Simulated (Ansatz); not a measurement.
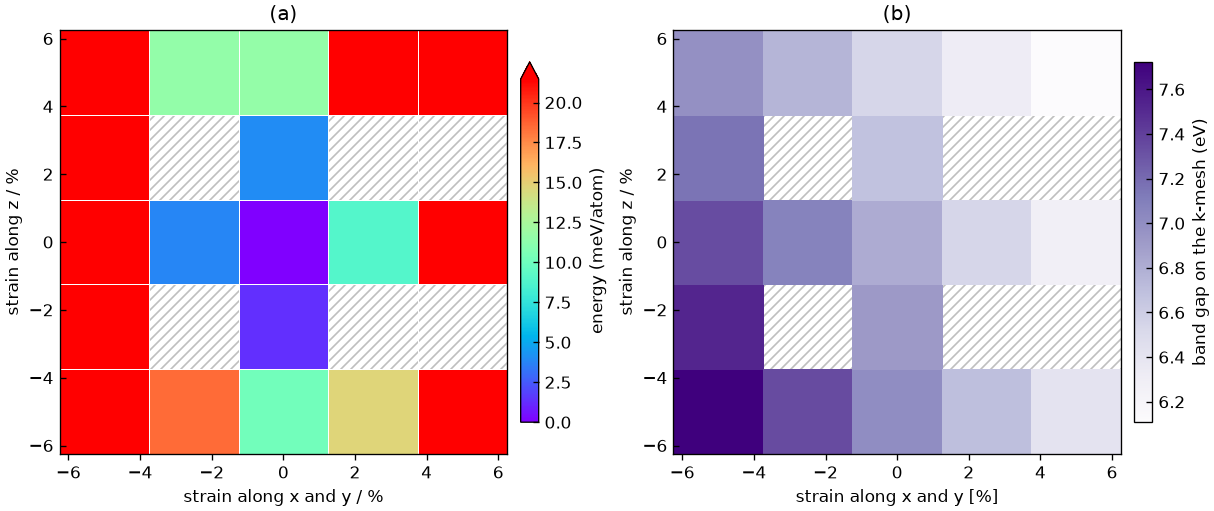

KF (Fm-3m, No. 225; 2 atoms in the cell). The cell is strained homogeneously, by one strain along x and y and another along z, with fractional coordinates fixed (x, y and z along the cube axes). The first coordinate is: strain along x and y; the second: strain along z. The grid has 5 × 5 points. At 6 points there is no value. Points are written as (first, second). Energies are in meV/atom, from the lowest grid point. The reference cell is the one listed in the database, not relaxed at this level. These are results of DFT r2SCAN, scalar-relativistic, plane waves, PAW in Ansatz, not measurements. Settings: cutoff 500 eV, k-mesh 8×8×8, gaussian smearing 0.05 eV, no spin polarisation.

Panel (a) is the energy and panel (b) the computed band gap on the k-mesh on the same grid.

In the figure: one coloured cell a grid point, one colour for all values above the top of the scale, hatched blanks where no value was computed.

**How does the band gap on the k-mesh vary over the map, and what is it at the lowest grid point?**

It runs from 6.11 eV at (5.0 %, 5.0 %) to 7.72 eV at (−5.0 %, −5.0 %). At the lowest grid point, (0.0 %, 0.0 %), it is 6.82 eV.

```
strain along z ↓, strain along x and y →  −5.0  −2.5   0.0   2.5   5.0
                                     5.0  6.98  6.76  6.54  6.32  6.11
                                     2.5  7.16     –  6.68     –     –
                                     0.0  7.34  7.08  6.82  6.54  6.29
                                    −2.5  7.53     –  6.92     –     –
                                    −5.0  7.72  7.35  7.01  6.70  6.42
```
